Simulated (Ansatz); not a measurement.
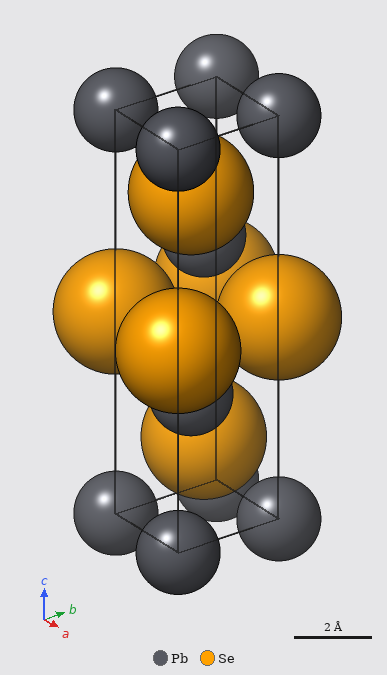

We look at a space-filling model of the crystal slightly off an axis. Lines trace the edges of the conventional unit cell.

PbSe, space group R-3m (No. 166), a = 4.291 Å, b = 4.291 Å, c = 10.891 Å, α = 90.00°, β = 90.00°, γ = 120.00°. It goes back to a structure type filled with these elements by a generator (whether the compound takes this form wasn't checked). The cell was then strained or its atoms displaced on purpose. It went into a calculation with Ansatz.

This one geometry was computed with Ansatz (DFT, plane waves, PAW) at three levels of theory: HSE06, PBE and r2SCAN. It was relaxed with r2SCAN and then strained.

Question: How does the band gap change with the level of theory?

Answer: PBE: a gap of 0.10 eV, indirect; r2SCAN: a gap of 0.37 eV, indirect; HSE06: a gap of 0.47 eV, indirect.

Question: Collect the results in a table.

Answer:
| level | cutoff (eV) | k-mesh of the run's cell | gap (eV) | pressure (GPa) |
| --- | --- | --- | --- | --- |
| HSE06 | 420 | 6×6×6 | 0.47 | 0.7 |
| PBE | 420 | 8×8×8 | 0.10 | 1.9 |
| r2SCAN | 500 | 8×8×8 | 0.37 | 0.9 |

Gaps are taken on the k-mesh or band path of each run.
